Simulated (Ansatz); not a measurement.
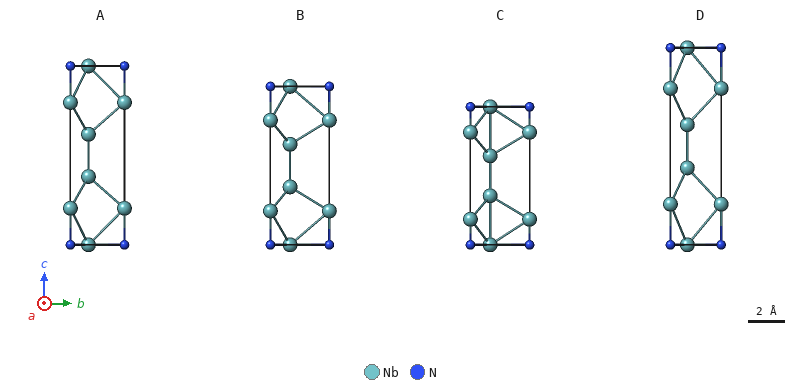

4 geometries from one relaxation of solid Nb5N (a generated structure, set up in P-6m2) (coarse preliminary run), in shuffled order. A ball-and-stick model of the cell of the calculation, seen along the a axis.

Theory: Ansatz 0.2.0, DFT PBE, scalar-relativistic, plane waves, PAW. Set-up: plane-wave cutoff 420 eV; k-point mesh 6 × 6 × 2; occupations gaussian; smearing width 0.1 eV; no spin polarisation; cell and atoms relaxed; force threshold 0.04 eV/Å; at most 70 steps.

**Put them in the order of the run, from the start to the converged end.**

C, B, A, D. They are steps 0, 3, 6, 14, at +3145 meV per atom, +769 meV per atom, +271 meV per atom relative to the last. The largest moves relative to the cell, 0.39 Å, are those of Nb atoms. N stays in place. Cell: a = b 3.892 → 3.339 Å (−14.2 %), c 7.868 → 11.234 Å (+42.8 %). Volume +5.1 %. Near-neighbour distances that change, for instance: Nb–Nb 2.911 → 4.638 Å, Nb–Nb 2.797 → 4.384 Å, N–Nb 1.456 → 2.319 Å, Nb–Nb 2.677 → 3.016 Å. Among the angles between lasting bonds that change: Nb–Nb–Nb 96.1° → 72.4°, Nb–Nb–Nb 120.8° → 137.0°. The space group stays P-6m2 (No. 187). After 11 accepted moves (14 points after the start) the energy has fallen by 3145 meV per atom. Largest force component: 33 eV/Å at the start, 0.02 eV/Å at the end. Pressure: 74.80 GPa at the start and −0.15 GPa at the end. The line search rejected the trial step at point 8 of the run. At 2 points the geometry stayed and the basis and grid were re-selected for the new cell (energy shift of 106 meV per atom at most each time).

Limits of the set-up: the k-point mesh is coarse for a cell with partly filled bands.
